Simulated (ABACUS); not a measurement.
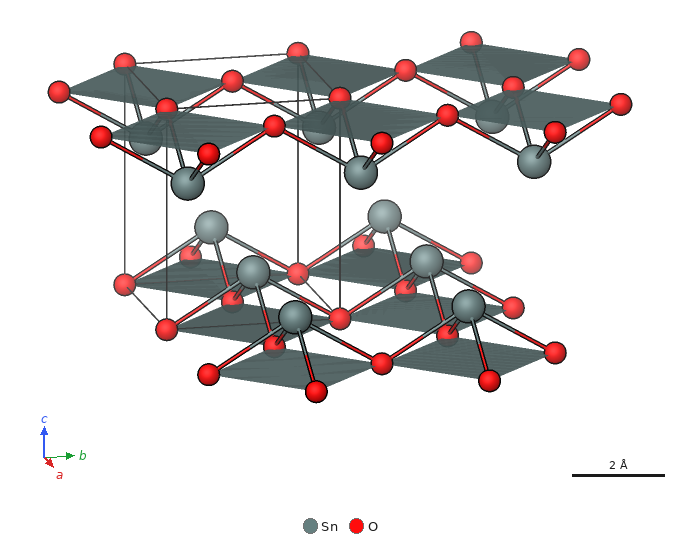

Fig. 1: The structure as given in the input (polyhedral view of the cell of the calculation, repeated 2 × 2 × 1, seen slightly off an axis; polyhedra are completed across the faces of the cell). An atom can appear more than once, as a periodic image.

## Run report: SnO, single-point calculation at one volume of an equation of state (part 1 of 2)

System: SnO (4 atoms in the cell).
Method: Kohn-Sham DFT of a periodic cell, PBEsol, PseudoDojo NC SR 0.4.1 PBEsol standard, no spin polarisation (ABACUS 3.10.1).

The structure derives from a Materials Project entry. It belongs to a series of runs on one base structure; here: volume scaled by 1.06.

**Input**
```
INPUT_PARAMETERS
suffix              SnO
calculation         scf
basis_type          pw
pseudo_dir          ./
symmetry            1
dft_functional      pbesol
ecutwfc             84
pseudo_rcut         7
nspin               1
nbands              24
ks_solver           dav
smearing_method     fd
smearing_sigma      0.00367493
scf_thr             1e-08
scf_nmax            100
mixing_type         broyden
mixing_beta         0.7
cal_force           1
cal_stress          1
kpar                4
```

**File STRU**
```
ATOMIC_SPECIES
Sn 118.7100 Sn.upf
O 15.9990 O.upf

LATTICE_CONSTANT
1.8897261246

LATTICE_VECTORS
3.8884925471 0.0000000000 0.0000000000
0.0000000000 3.8884925471 0.0000000000
0.0000000000 0.0000000000 4.9827594627

ATOMIC_POSITIONS
Direct

Sn
0.0
2
0.5000000000 0.0000000000 0.7646261400 1 1 1
0.0000000000 0.5000000000 0.2353738600 1 1 1

O
0.0
2
0.0000000000 0.0000000000 0.0000000000 1 1 1
0.5000000000 0.5000000000 0.0000000000 1 1 1
```

**File KPT**
```
K_POINTS
0
Gamma
7 7 6 0 0 0
```

Run as:
```bash
OMP_NUM_THREADS=1 mpirun -np 4 abacus > log
```

**Output**
```
ABACUS v3.10.1

               Atomic-orbital Based Ab-initio Computation at UStc

 ------------------------------------------------------------------------------------

 READING GENERAL INFORMATION
                           global_out_dir = OUT.SnO/
                           global_in_card = INPUT
                               pseudo_dir = ./
                              orbital_dir =
                                    DSIZE = 4
                                    GSIZE = 1

 READING UNITCELL INFORMATION
                                    ntype = 2
                  lattice constant (Bohr) = 1.88973
              lattice constant (Angstrom) = 1

 READING ATOM TYPE 1
                               atom label = Sn
                      L=0, number of zeta = 1
                      L=1, number of zeta = 1
                      L=2, number of zeta = 1
             number of atom for this type = 2

 READING ATOM TYPE 2
                               atom label = O
                      L=0, number of zeta = 1
                      L=1, number of zeta = 1
                      L=2, number of zeta = 1
             number of atom for this type = 2

                        TOTAL ATOM NUMBER = 4
DIRECT COORDINATES
    atom                   x                   y                   z     mag                  vx                  vy                  vz
taud_Sn1            0.5000000000        0.0000000000        0.7646261400  0.0000        0.0000000000        0.0000000000        0.0000000000
taud_Sn2            0.0000000000        0.5000000000        0.2353738600  0.0000        0.0000000000        0.0000000000        0.0000000000
taud_O1            0.0000000000        0.0000000000        0.0000000000  0.0000        0.0000000000        0.0000000000        0.0000000000
taud_O2            0.5000000000        0.5000000000        0.0000000000  0.0000        0.0000000000        0.0000000000        0.0000000000

                          Volume (Bohr^3) = 508.428
                             Volume (A^3) = 75.3411

 Lattice vectors: (Cartesian coordinate: in unit of a_0)
             +3.88849                  +0                  +0
                   +0            +3.88849                  +0
                   +0                  +0            +4.98276
 Reciprocal vectors: (Cartesian coordinate: in unit of 2 pi/a_0)
            +0.257169                  -0                  +0
                   -0           +0.257169                  -0
                   +0                  -0           +0.200692
 The esolver type has been set to : ksdft_pw

                PAO radial cut off (Bohr) = 7

 Read in pseudopotential file is Sn.upf
                     pseudopotential type = NC
          exchange-correlation functional = PBESOL
                 nonlocal core correction = 1
                        valence electrons = 14
                                     lmax = 2
                           number of zeta = 3
                     number of projectors = 6
                           L of projector = 0
                           L of projector = 0
                           L of projector = 1
                           L of projector = 1
                           L of projector = 2
                           L of projector = 2
                PAO radial cut off (Bohr) = 7

 Read in pseudopotential file is O.upf
                     pseudopotential type = NC
          exchange-correlation functional = PBESOL
                 nonlocal core correction = 1
                        valence electrons = 6
                                     lmax = 2
                           number of zeta = 2
                     number of projectors = 5
                           L of projector = 0
                           L of projector = 0
                           L of projector = 1
                           L of projector = 1
                           L of projector = 2
     initial pseudo atomic orbital number = 26

 SETUP THE ELECTRONS NUMBER
            electron number of element Sn = 14
      total electron number of element Sn = 28
             electron number of element O = 6
       total electron number of element O = 12
            AUTOSET number of electrons:  = 40
                           occupied bands = 20
                                   NBANDS = 24
                                   NLOCAL = 36

%%%%%%%%%%%%%%%%%%%%%%%%%%%%%%%%%%%%%%%%%%%%%%%%%%%%%%%%%%%%%%%%%%%%%%%%%%%%%%%%%%%%%%%%%%%%%%%%%%%%%%%%%%
 Warning: the number of valence electrons in pseudopotential > 4 for Sn: [Kr] 4d10 5s2 5p2
 Pseudopotentials with additional electrons can yield (more) accurate outcomes, but may be less efficient.
 If you're confident that your chosen pseudopotential is appropriate, you can safely ignore this warning.
%%%%%%%%%%%%%%%%%%%%%%%%%%%%%%%%%%%%%%%%%%%%%%%%%%%%%%%%%%%%%%%%%%%%%%%%%%%%%%%%%%%%%%%%%%%%%%%%%%%%%%%%%%

 SETUP THE PLANE WAVE BASIS
 energy cutoff for charge/potential (unit:Ry) = 336
            fft grid for charge/potential = [ 45, 45, 60 ]
                        fft grid division = [ 1, 1, 1 ]
        big fft grid for charge/potential = [ 45, 45, 60 ]
                                     nbxx = 121500
                                     nrxx = 121500

 SETUP PLANE WAVES FOR CHARGE/POTENTIAL
                    number of plane waves = 52847
                         number of sticks = 1449

 PARALLEL PW FOR CHARGE/POTENTIAL
     PROC   COLUMNS(POT)             PW
        1           1449          52847
 --------------- sum -------------------
        1           1449          52847
                            number of |g| = 3204
                                  max |g| = 30.3852
                                  min |g| = 0

----------- Double Check Mixing Parameters Begin ------------
mixing_type: broyden
mixing_beta: 0.7
mixing_gg0: 1
mixing_gg0_min: 0.1
mixing_ndim: 8
----------- Double Check Mixing Parameters End ------------

 LATTICE VECTORS: (CARTESIAN COORDINATE: IN UNIT OF A0)
             +3.88849                  +0                  +0
                   +0            +3.88849                  +0
                   +0                  +0            +4.98276
                       right hand lattice = 1
                                   NORM_A = 3.88849
                                   NORM_B = 3.88849
                                   NORM_C = 4.98276
                           ALPHA (DEGREE) = 90
                           BETA  (DEGREE) = 90
                           GAMMA (DEGREE) = 90

 The lattice vectors have been changed (STRU_SIMPLE.cif)

(for optimal symmetric configuration:)
                             BRAVAIS TYPE = 5
                     BRAVAIS LATTICE NAME = 05. Tetrogonal P (simple)
                                    ibrav = 5
                                    IBRAV = 5
                                  BRAVAIS = SIMPLE TETROGONAL CELL
                       LATTICE CONSTANT A = 3.88849
                                C/A RATIO = 1.28141
Original cell was already a primitive cell.
                        ROTATION MATRICES = 16
              PURE POINT GROUP OPERATIONS = 8
                   SPACE GROUP OPERATIONS = 16
                                       C2 = 3
                                       C3 = 0
                                       C4 = 0
                                       C6 = 0
                                       S1 = 2
                                       S3 = 0
                                       S4 = 2
                                       S6 = 0
                              POINT GROUP = D_2d
               POINT GROUP IN SPACE GROUP = D_4h

 SETUP K-POINTS
                                    nspin = 1
                   Input type of k points = Monkhorst-Pack(Gamma)
                                   nkstot = 294
                       right hand lattice = 1
(for reciprocal lattice: )
                             BRAVAIS TYPE = 5
                     BRAVAIS LATTICE NAME = 05. Tetrogonal P (simple)
                                    ibrav = 5
                       right hand lattice = 1
(for k-lattice: )
                             BRAVAIS TYPE = 5
                     BRAVAIS LATTICE NAME = 05. Tetrogonal P (simple)
                                    ibrav = 5
                       right hand lattice = 1
                        ROTATION MATRICES = 16
                               nkstot_ibz = 40
K-POINTS REDUCTION ACCORDING TO SYMMETRY
     IBZ    DIRECT_X    DIRECT_Y    DIRECT_Z  WEIGHT  ibz2bz
       1  0.00000000  0.00000000  0.00000000  0.0034       0
       2  0.14285714  0.00000000  0.00000000  0.0136       1
       3  0.28571429  0.00000000  0.00000000  0.0136       2
       4  0.42857143  0.00000000  0.00000000  0.0136       3
       5  0.14285714  0.14285714  0.00000000  0.0136       8
       6  0.28571429  0.14285714  0.00000000  0.0272       9
       7  0.42857143  0.14285714  0.00000000  0.0272      10
       8  0.28571429  0.28571429  0.00000000  0.0136      16
       9  0.42857143  0.28571429  0.00000000  0.0272      17
      10  0.42857143  0.42857143  0.00000000  0.0136      24
      11  0.00000000  0.00000000  0.16666667  0.0068      49
      12  0.14285714  0.00000000  0.16666667  0.0272      50
      13  0.28571429  0.00000000  0.16666667  0.0272      51
      14  0.42857143  0.00000000  0.16666667  0.0272      52
      15  0.14285714  0.14285714  0.16666667  0.0272      57
      16  0.28571429  0.14285714  0.16666667  0.0544      58
      17  0.42857143  0.14285714  0.16666667  0.0544      59
      18  0.28571429  0.28571429  0.16666667  0.0272      65
      19  0.42857143  0.28571429  0.16666667  0.0544      66
      20  0.42857143  0.42857143  0.16666667  0.0272      73
      21  0.00000000  0.00000000  0.33333333  0.0068      98
      22  0.14285714  0.00000000  0.33333333  0.0272      99
      23  0.28571429  0.00000000  0.33333333  0.0272     100
      24  0.42857143  0.00000000  0.33333333  0.0272     101
      25  0.14285714  0.14285714  0.33333333  0.0272     106
      26  0.28571429  0.14285714  0.33333333  0.0544     107
      27  0.42857143  0.14285714  0.33333333  0.0544     108
      28  0.28571429  0.28571429  0.33333333  0.0272     114
      29  0.42857143  0.28571429  0.33333333  0.0544     115
      30  0.42857143  0.42857143  0.33333333  0.0272     122
[... 10 further k points ...]

                               nkstot now = 40
[... K-POINTS DIRECT COORDINATES: 40 rows ...]

           k-point number in this process = 10
       minimum distributed K point number = 10
[... stars of the k points ...]

[... K-POINTS CARTESIAN COORDINATES: 10 rows ...]

[... K-POINTS DIRECT COORDINATES: 10 rows ...]

 SETUP PLANE WAVES FOR WAVE FUNCTIONS
     energy cutoff for wavefunc (unit:Ry) = 84
              fft grid for wave functions = [ 45, 45, 60 ]
                    number of plane waves = 7833
                         number of sticks = 405

 PARALLEL PW FOR WAVE FUNCTIONS
     PROC   COLUMNS(POT)             PW
        1            405           7833
 --------------- sum -------------------
        1            405           7833

 SETUP NONLOCAL PSEUDOPOTENTIALS IN PLANE WAVE BASIS
 Sn non-local projectors:
 projector 1 L=0
 projector 2 L=0
 projector 3 L=1
 projector 4 L=1
 projector 5 L=2
 projector 6 L=2
 O non-local projectors:
 projector 1 L=0
 projector 2 L=0
 projector 3 L=1
 projector 4 L=1
 projector 5 L=2
      TOTAL NUMBER OF NONLOCAL PROJECTORS = 62

 Init Non-Local PseudoPotential table :
 Init Non-Local-Pseudopotential done.

                                     npwx = 6671

 Make real space PAO into reciprocal space.
       max mesh points in Pseudopotential = 701
     dq(describe PAO in reciprocal space) = 0.01
                                    max q = 1104

 number of pseudo atomic orbitals for Sn is 3
WARNING: norm of atomic wavefunction # 2 of atomic type Sn is 0.999796, renormalized
WARNING: norm of atomic wavefunction # 3 of atomic type Sn is 0.992683, renormalized

 number of pseudo atomic orbitals for O is 2
WARNING: norm of atomic wavefunction # 2 of atomic type O is 0.999978, renormalized

 -------------------------------------------
 SELF-CONSISTENT
 -------------------------------------------
                                 init_chg = atomic

 PW ALGORITHM --------------- ION=   1  ELEC=   1--------------------------------

 Density error is 1.05475997771
                          Error Threshold = 0.01
----------------------------------------------------------
     Energy           Rydberg                 eV
----------------------------------------------------------
 E_KohnSham     -380.0342406841      -5170.6311084078
 E_Harris       -374.8139617322      -5099.6055695121
 E_Fermi        0.6269702150         8.5303674007
----------------------------------------------------------

 PW ALGORITHM --------------- ION=   1  ELEC=   2--------------------------------

 Density error is 1.89163958346
                          Error Threshold = 0.00263689994429
----------------------------------------------------------
     Energy           Rydberg                 eV
----------------------------------------------------------
 E_KohnSham     -380.1556362806      -5172.2827802320
 E_Harris       -389.8364061622      -5303.9964116480
 E_Fermi        0.7309038689         9.9444573070
----------------------------------------------------------

 PW ALGORITHM --------------- ION=   1  ELEC=   3--------------------------------

 Density error is 0.0247537961749
                          Error Threshold = 0.00263689994429
```
